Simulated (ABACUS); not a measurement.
# Run report: Sr, band-structure run

Sr (Fm-3m, 1 atom in the cell), computed with Kohn-Sham DFT of a periodic cell, r2SCAN, SG15 ONCV 1.2 PBE, no spin polarisation (ABACUS 3.10.1).

The structure derives from an entry of the Crystallography Open Database.

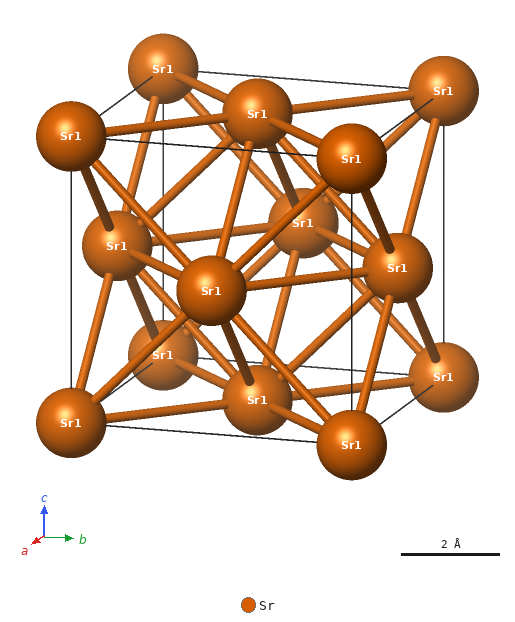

**Figure 1.** The input geometry (ball-and-stick view of the cell 4 times as large as that of the calculation, set on its symmetry axes, seen slightly off an axis; atoms are numbered from 1 in the order of the input). An atom can appear more than once, as a periodic image.

The input
```
INPUT_PARAMETERS
suffix              Sr
calculation         scf
basis_type          pw
pseudo_dir          ./
latname             fcc
symmetry            1
dft_functional      MGGA_X_R2SCAN+MGGA_C_R2SCAN
ecutwfc             79
pseudo_rcut         7
nspin               1
nbands              15
ks_solver           dav
smearing_method     fd
smearing_sigma      0.00367493
scf_thr             1e-08
scf_nmax            100
mixing_type         broyden
mixing_beta         0.7
cal_force           1
cal_stress          1
mixing_tau          1
out_chg             1
kpar                4
```

File STRU
```
ATOMIC_SPECIES
Sr 87.6200 Sr_ONCV_PBE-1.2.upf

LATTICE_CONSTANT
11.4984165505

ATOMIC_POSITIONS
Direct

Sr
0.0
1
0.0000000000 0.0000000000 0.0000000000 1 1 1
```

File KPT
```
K_POINTS
0
Gamma
5 5 5 0 0 0
```

Launch command:
```bash
OMP_NUM_THREADS=1 mpirun -np 4 abacus > log
```

The program's output
```
ABACUS v3.10.1

               Atomic-orbital Based Ab-initio Computation at UStc

 ------------------------------------------------------------------------------------

 READING GENERAL INFORMATION
                           global_out_dir = OUT.Sr/
                           global_in_card = INPUT
                               pseudo_dir = ./
                              orbital_dir =
                                    DSIZE = 4
                                    GSIZE = 1

 READING UNITCELL INFORMATION
                                    ntype = 1
                  lattice constant (Bohr) = 11.4984
              lattice constant (Angstrom) = 6.0847

 READING ATOM TYPE 1
                               atom label = Sr
                      L=0, number of zeta = 1
                      L=1, number of zeta = 1
                      L=2, number of zeta = 1
             number of atom for this type = 1

                        TOTAL ATOM NUMBER = 1
DIRECT COORDINATES
    atom                   x                   y                   z     mag                  vx                  vy                  vz
taud_Sr1            0.0000000000        0.0000000000        0.0000000000  0.0000        0.0000000000        0.0000000000        0.0000000000

                          Volume (Bohr^3) = 380.062
                             Volume (A^3) = 56.3193

 Lattice vectors: (Cartesian coordinate: in unit of a_0)
                 -0.5                  +0                +0.5
                   +0                +0.5                +0.5
                 -0.5                +0.5                  +0
 Reciprocal vectors: (Cartesian coordinate: in unit of 2 pi/a_0)
                   -1                  -1                  +1
                   +1                  +1                  +1
                   -1                  +1                  -1
 The esolver type has been set to : ksdft_pw

                PAO radial cut off (Bohr) = 7

 Read in pseudopotential file is Sr_ONCV_PBE-1.2.upf
                     pseudopotential type = NC
          exchange-correlation functional = PBE
                 nonlocal core correction = 0
                        valence electrons = 10
                                     lmax = 2
                           number of zeta = 0
                     number of projectors = 6
                           L of projector = 0
                           L of projector = 0
                           L of projector = 1
                           L of projector = 1
                           L of projector = 2
                           L of projector = 2
 XC functional updated to : MGGA_X_R2SCAN+MGGA_C_R2SCAN
          exchange-correlation functional = MGGA_X_R2SCAN+MGGA_C_R2SCAN
     initial pseudo atomic orbital number = 0

 SETUP THE ELECTRONS NUMBER
            electron number of element Sr = 10
      total electron number of element Sr = 10
            AUTOSET number of electrons:  = 10
                           occupied bands = 5
                                   NBANDS = 15
                                   NLOCAL = 9

%%%%%%%%%%%%%%%%%%%%%%%%%%%%%%%%%%%%%%%%%%%%%%%%%%%%%%%%%%%%%%%%%%%%%%%%%%%%%%%%%%%%%%%%%%%%%%%%%%%%%%%%%%
 Warning: the number of valence electrons in pseudopotential > 2 for Sr: [Kr] 5s2
 Pseudopotentials with additional electrons can yield (more) accurate outcomes, but may be less efficient.
 If you're confident that your chosen pseudopotential is appropriate, you can safely ignore this warning.
%%%%%%%%%%%%%%%%%%%%%%%%%%%%%%%%%%%%%%%%%%%%%%%%%%%%%%%%%%%%%%%%%%%%%%%%%%%%%%%%%%%%%%%%%%%%%%%%%%%%%%%%%%

 SETUP THE PLANE WAVE BASIS
 energy cutoff for charge/potential (unit:Ry) = 316
            fft grid for charge/potential = [ 45, 45, 45 ]
                        fft grid division = [ 1, 1, 1 ]
        big fft grid for charge/potential = [ 45, 45, 45 ]
                                     nbxx = 91125
                                     nrxx = 91125

 SETUP PLANE WAVES FOR CHARGE/POTENTIAL
                    number of plane waves = 35845
                         number of sticks = 1417

 PARALLEL PW FOR CHARGE/POTENTIAL
     PROC   COLUMNS(POT)             PW
        1           1417          35845
 --------------- sum -------------------
        1           1417          35845
                            number of |g| = 354
                                  max |g| = 1056
                                  min |g| = 0

----------- Double Check Mixing Parameters Begin ------------
mixing_type: broyden
mixing_beta: 0.7
mixing_gg0: 1
mixing_gg0_min: 0.1
mixing_ndim: 8
----------- Double Check Mixing Parameters End ------------

 LATTICE VECTORS: (CARTESIAN COORDINATE: IN UNIT OF A0)
                 -0.5                  +0                +0.5
                   +0                +0.5                +0.5
                 -0.5                +0.5                  +0
                       right hand lattice = 1
                                   NORM_A = 0.707107
                                   NORM_B = 0.707107
                                   NORM_C = 0.707107
                           ALPHA (DEGREE) = 60
                           BETA  (DEGREE) = 60
                           GAMMA (DEGREE) = 60

 The lattice vectors have been changed (STRU_SIMPLE.cif)

(for optimal symmetric configuration:)
                             BRAVAIS TYPE = 3
                     BRAVAIS LATTICE NAME = 03. Cubic F (face-centered)
                                    ibrav = 3
                                    IBRAV = 3
                                  BRAVAIS = FACE CENTERED CUBIC
                       LATTICE CONSTANT A = 1
Original cell was already a primitive cell.
                        ROTATION MATRICES = 48
              PURE POINT GROUP OPERATIONS = 48
                   SPACE GROUP OPERATIONS = 48
                              POINT GROUP = O_h
               POINT GROUP IN SPACE GROUP = O_h

 SETUP K-POINTS
                                    nspin = 1
                   Input type of k points = Monkhorst-Pack(Gamma)
                                   nkstot = 125
                       right hand lattice = 1
(for reciprocal lattice: )
                             BRAVAIS TYPE = 2
                     BRAVAIS LATTICE NAME = 02. Cubic I (body-centered)
                                    ibrav = 2
                       right hand lattice = 1
(for k-lattice: )
                             BRAVAIS TYPE = 2
                     BRAVAIS LATTICE NAME = 02. Cubic I (body-centered)
                                    ibrav = 2
                       right hand lattice = 1
                        ROTATION MATRICES = 48
                               nkstot_ibz = 10
K-POINTS REDUCTION ACCORDING TO SYMMETRY
     IBZ    DIRECT_X    DIRECT_Y    DIRECT_Z  WEIGHT  ibz2bz
       1  0.00000000  0.00000000  0.00000000  0.0080       0
       2  0.20000000  0.20000000  0.20000000  0.0640       1
       3  0.40000000  0.40000000  0.40000000  0.0640       2
       4  0.20000000  0.20000000  0.00000000  0.0480       6
       5  0.40000000  0.40000000  0.20000000  0.1920       7
       6 -0.40000000  0.40000000  0.40000000  0.1920       8
       7  0.40000000  0.20000000  0.20000000  0.0960       9
       8  0.40000000  0.40000000  0.00000000  0.0480      12
       9 -0.20000000  0.40000000  0.40000000  0.0960      13
      10 -0.40000000  0.40000000  0.20000000  0.1920      38

                               nkstot now = 10
[... K-POINTS DIRECT COORDINATES: 10 rows ...]

           k-point number in this process = 3
       minimum distributed K point number = 2
[... stars of the k points ...]

[... K-POINTS CARTESIAN COORDINATES: 3 rows ...]

[... K-POINTS DIRECT COORDINATES: 3 rows ...]

 SETUP PLANE WAVES FOR WAVE FUNCTIONS
     energy cutoff for wavefunc (unit:Ry) = 79
              fft grid for wave functions = [ 45, 45, 45 ]
                    number of plane waves = 5029
                         number of sticks = 379

 PARALLEL PW FOR WAVE FUNCTIONS
     PROC   COLUMNS(POT)             PW
        1            379           5029
 --------------- sum -------------------
        1            379           5029

 SETUP NONLOCAL PSEUDOPOTENTIALS IN PLANE WAVE BASIS
 Sr non-local projectors:
 projector 1 L=0
 projector 2 L=0
 projector 3 L=1
 projector 4 L=1
 projector 5 L=2
 projector 6 L=2
      TOTAL NUMBER OF NONLOCAL PROJECTORS = 18

 Init Non-Local PseudoPotential table :
 Init Non-Local-Pseudopotential done.

                                     npwx = 4573

 -------------------------------------------
 SELF-CONSISTENT
 -------------------------------------------
                                 init_chg = atomic

 PW ALGORITHM --------------- ION=   1  ELEC=   1--------------------------------
 Notice: Threshold on eigenvalues was too large.
 hsover_error=0.1 > DRHO=0.0324876
 Origin diag ethr = 0.01
 New diag ethr = 0.000324876

 Density error is 0.0315084489215
                          Error Threshold = 0.000324875610318
----------------------------------------------------------
     Energy           Rydberg                 eV
----------------------------------------------------------
 E_KohnSham     -62.2908670991       -847.5107259091
 E_Harris       -63.3341960489       -861.7059445145
 E_Fermi        0.3600530942         4.8987736643
----------------------------------------------------------

 PW ALGORITHM --------------- ION=   1  ELEC=   2--------------------------------

 Density error is 0.00205602412054
                          Error Threshold = 0.000315084489215
----------------------------------------------------------
     Energy           Rydberg                 eV
----------------------------------------------------------
 E_KohnSham     -62.3043608601       -847.6943179451
 E_Harris       -62.4186141672       -849.2488139372
 E_Fermi        0.3598497522         4.8960070542
----------------------------------------------------------

 PW ALGORITHM --------------- ION=   1  ELEC=   3--------------------------------

 Density error is 0.00043735435152
                          Error Threshold = 2.05602412054e-05
----------------------------------------------------------
     Energy           Rydberg                 eV
----------------------------------------------------------
 E_KohnSham     -62.3064005511       -847.7220693651
 E_Harris       -62.3635197962       -848.4992165639
 E_Fermi        0.3557632087         4.8404067770
----------------------------------------------------------

 PW ALGORITHM --------------- ION=   1  ELEC=   4--------------------------------

 Density error is 1.60379933731e-05
                          Error Threshold = 4.3735435152e-06
----------------------------------------------------------
     Energy           Rydberg                 eV
----------------------------------------------------------
 E_KohnSham     -62.3066281733       -847.7251663236
 E_Harris       -62.2863347851       -847.4490606128
 E_Fermi        0.3537083732         4.8124493060
----------------------------------------------------------

 PW ALGORITHM --------------- ION=   1  ELEC=   5--------------------------------

 Density error is 1.93979664494e-06
                          Error Threshold = 1.60379933731e-07
----------------------------------------------------------
     Energy           Rydberg                 eV
----------------------------------------------------------
 E_KohnSham     -62.3066375977       -847.7252945495
 E_Harris       -62.3137658754       -847.8222797438
 E_Fermi        0.3541243676         4.8181091997
----------------------------------------------------------

 PW ALGORITHM --------------- ION=   1  ELEC=   6--------------------------------

 Density error is 5.06003434669e-08
                          Error Threshold = 1.93979664494e-08
----------------------------------------------------------
     Energy           Rydberg                 eV
----------------------------------------------------------
 E_KohnSham     -62.3066386007       -847.7253081957
 E_Harris       -62.3062101859       -847.7194793134
 E_Fermi        0.3540062804         4.8165025412
----------------------------------------------------------

 PW ALGORITHM --------------- ION=   1  ELEC=   7--------------------------------

 Density error is 2.26825555929e-09
                          Error Threshold = 5.06003434669e-10
----------------------------------------------------------
     Energy           Rydberg                 eV
----------------------------------------------------------
 E_KohnSham     -62.3066386162       -847.7253084077
 E_KS(sigma->0) -62.3064321621       -847.7224994553
 E_Harris       -62.3064431840       -847.7226494152
 E_band         -10.7135554140       -145.7653994689
 E_one_elec     -28.5721803806       -388.7444574599
 E_Hartree      14.7553929431        200.7574202547
 E_xc           -8.6155821271        -117.2210085153
 E_Ewald        -39.8738561434       -542.5116447825
 E_entropy(-TS) -0.0004129082        -0.0056179047
 E_descf        0.0000000000         0.0000000000
 E_exx          0.0000000000         0.0000000000
 E_Fermi        0.3540197849         4.8166862790
----------------------------------------------------------

 charge density convergence is achieved
 final etot is -847.72530841 eV
 EFERMI = 4.816686279 eV

 STATE ENERGY(eV) AND OCCUPATIONS    NSPIN == 1
 1/3 kpoint (Cartesian) = 0.0000 0.0000 0.0000 (4573 pws)
       1       -33.3012      0.0160000
       2       -14.3137      0.0160000
       3       -14.3137      0.0160000
       4       -14.3137      0.0160000
       5        1.03704      0.0160000
       6        7.64590    4.26427e-27
       7        7.64590    4.26427e-27
       8        7.64590    4.26427e-27
       9        9.18833    1.70789e-40
      10        9.18833    1.70789e-40
      11        12.2807    2.35594e-67
      12        14.4918    1.46825e-86
      13        14.4918    1.46825e-86
      14        14.4918    1.46825e-86
      15        16.4236        0.00000

 2/3 kpoint (Cartesian) = -0.20000 0.20000 0.20000 (4510 pws)
       1       -33.2967       0.128000
       2       -14.3812       0.128000
       3       -14.3226       0.128000
       4       -14.3226       0.128000
       5        1.68203       0.128000
       6        6.72377    3.48701e-18
       7        7.81701    1.11359e-27
       8        7.81701    1.11359e-27
       9        8.99979    5.93204e-38
      10        8.99979    5.93204e-38
      11        12.4958    2.55380e-68
      12        13.7729    2.06493e-79
      13        15.7092        0.00000
      14        15.7092        0.00000
      15        16.4046        0.00000

 3/3 kpoint (Cartesian) = -0.40000 0.40000 0.40000 (4506 pws)
       1       -33.2893       0.128000
       2       -14.4875       0.128000
       3       -14.3370       0.128000
       4       -14.3370       0.128000
       5        3.25325       0.128000
       6        5.29826    8.40087e-06
       7        7.51888    4.32744e-25
       8        7.51888    4.32744e-25
       9        9.93701    4.29207e-46
      10        9.93701    4.29207e-46
      11        11.2107    3.71067e-57
      12        12.4363    8.39394e-68
      13        14.7079    1.55949e-87
      14        14.7079    1.55949e-87
      15        18.1808        0.00000

------------------------------------------------------------------------------------------
 TOTAL-FORCE (eV/Angstrom)
------------------------------------------------------------------------------------------
                       Sr1         0.0000000000         0.0000000000         0.0000000000
------------------------------------------------------------------------------------------

----------------------------------------------------------------
 TOTAL-STRESS (KBAR)
----------------------------------------------------------------
        -1.5004851444        -0.0000000000         0.0000000000
         0.0000000000        -1.5004851444         0.0000000000
         0.0000000000         0.0000000000        -1.5004851444
----------------------------------------------------------------
 TOTAL-PRESSURE: -1.500485 KBAR

 --------------------------------------------
 !FINAL_ETOT_IS -847.7253084076519372 eV
 --------------------------------------------
```

Standard output
```
ABACUS v3.10.1

               Atomic-orbital Based Ab-initio Computation at UStc

 4,OpenMP thread number: 1,Total thread number: 4,Local thread limit: 96

 dft_functional readin is: MGGA_X_R2SCAN+MGGA_C_R2SCAN
 dft_functional in pseudopot file is: PBE
 Please make sure this is what you need

%%%%%%%%%%%%%%%%%%%%%%%%%%%%%%%%%%%%%%%%%%%%%%%%%%%%%%%%%%%%%%%%%%%%%%%%%%%%%%%%%%%%%%%%%%%%%%%%%%%%%%%%%
 Warning: the number of valence electrons in pseudopotential > 2 for Sr: [Kr] 5s2
 Pseudopotentials with additional electrons can yield (more) accurate outcomes, but may be less efficient.
 If you're confident that your chosen pseudopotential is appropriate, you can safely ignore this warning.
%%%%%%%%%%%%%%%%%%%%%%%%%%%%%%%%%%%%%%%%%%%%%%%%%%%%%%%%%%%%%%%%%%%%%%%%%%%%%%%%%%%%%%%%%%%%%%%%%%%%%%%%%

 UNIFORM GRID DIM        : 45 * 45 * 45
 UNIFORM GRID DIM(BIG)   : 45 * 45 * 45
func,idMGGA_X_R2SCAN 497
func,idMGGA_C_R2SCAN 498
 ---------------------------------------------------------
 Self-consistent calculations for electrons
 ---------------------------------------------------------
 SPIN    KPOINTS         PROCESSORS  THREADS
 1       10              4           4
 ---------------------------------------------------------
 Use plane wave basis
 ---------------------------------------------------------
 ELEMENT NATOM       XC
 Sr      1
 ---------------------------------------------------------
 Initial plane wave basis and FFT box
 ---------------------------------------------------------
 -------------------------------------------
 SELF-CONSISTENT :
 -------------------------------------------
 START CHARGE      : atomic
 ITER       ETOT/eV          EDIFF/eV         DRHO         DKIN     TIME/s
 DA1     -8.47510726e+02   0.00000000e+00   3.1508e-02   2.9269e-01   1.38
 DA2     -8.47694318e+02  -1.83592036e-01   2.0560e-03   7.9172e-02   0.59
 DA3     -8.47722069e+02  -2.77514200e-02   4.3735e-04   2.2816e-02   0.63
 DA4     -8.47725166e+02  -3.09695857e-03   1.6038e-05   4.7734e-03   0.60
 DA5     -8.47725295e+02  -1.28225874e-04   1.9398e-06   1.0239e-03   0.62
 DA6     -8.47725308e+02  -1.36461997e-05   5.0600e-08   8.7752e-05   0.61
 DA7     -8.47725308e+02  -2.11940032e-07   2.2683e-09   6.1916e-05   0.63
----------------------------------------------------------------
 TOTAL-STRESS (KBAR)
----------------------------------------------------------------
        -1.5004851444        -0.0000000000         0.0000000000
         0.0000000000        -1.5004851444         0.0000000000
         0.0000000000         0.0000000000        -1.5004851444
----------------------------------------------------------------
 TOTAL-PRESSURE: -1.500485 KBAR
```

Results in brief

| quantity | value |
| --- | --- |
| outcome | converged |
| space group (tolerance 0.01 Å) | Fm-3m (225) |
| electrons treated | 10 |
| free energy | −847.7253 eV |
| Fermi energy | 4.817 eV |
| gap on the k-point mesh | 0.29 eV |
| pressure | −0.15 GPa |
| largest force (length of the vector) | under 0.001 eV/Å |
| hardware | 4 threads of AMD EPYC (Zen 5), 32 GiB of memory available, shared host |
| wall time | 5.6 s (CPU time 22 s) |
| peak memory | 0.4 GiB |
